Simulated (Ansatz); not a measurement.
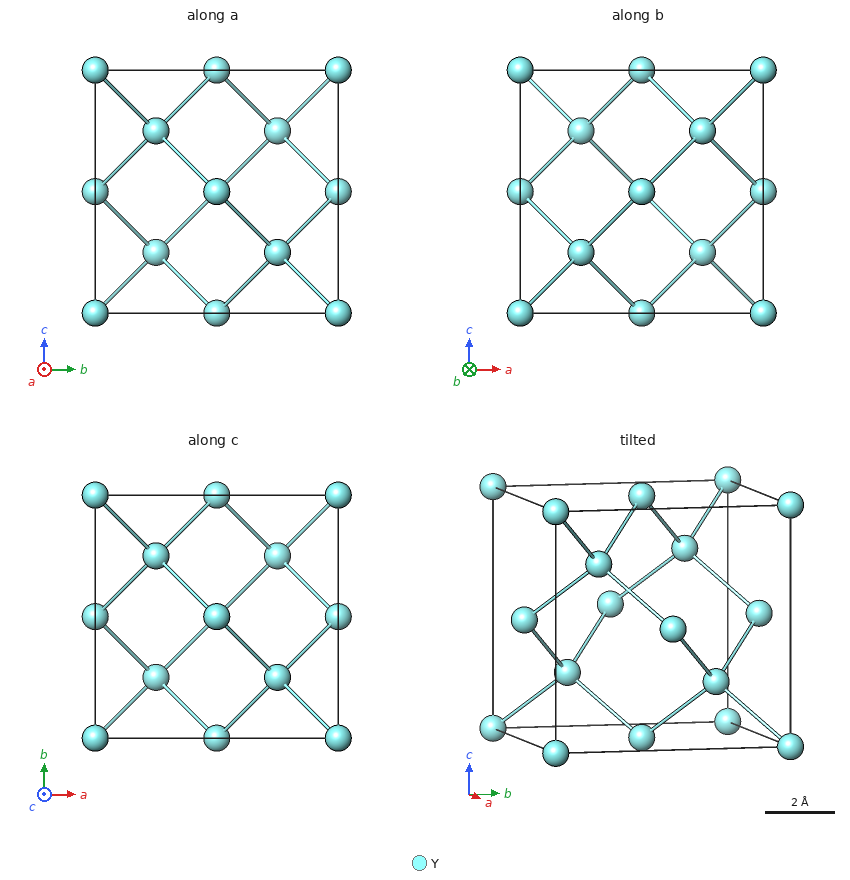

Figure: ball-and-stick view along the a axis, along the b axis, along the c axis and slightly off an axis. The lines enclose the conventional unit cell; boundary atoms appear with their images.

Lattice parameters: a = 7.091 Å, b = 7.091 Å, c = 7.091 Å, α = 90.00°, β = 90.00°, γ = 90.00°. Put a along x and b in the xy plane.

**From the views, write a POSCAR file.**

```
Y
1.0
     7.091    0.000    0.000
     0.000    7.091    0.000
     0.000    0.000    7.091
Y
8
Direct
  0.7500 0.7500 0.2500
  0.0000 0.5000 0.5000
  0.7500 0.2500 0.7500
  0.0000 0.0000 0.0000
  0.2500 0.7500 0.7500
  0.5000 0.5000 0.0000
  0.2500 0.2500 0.2500
  0.5000 0.0000 0.5000
```

The model was built from a structure type filled with this element by a generator (whether the element takes this form wasn't checked). Earlier steps of the study may have refined or changed the cell and positions. A calculation with Ansatz used it as input.
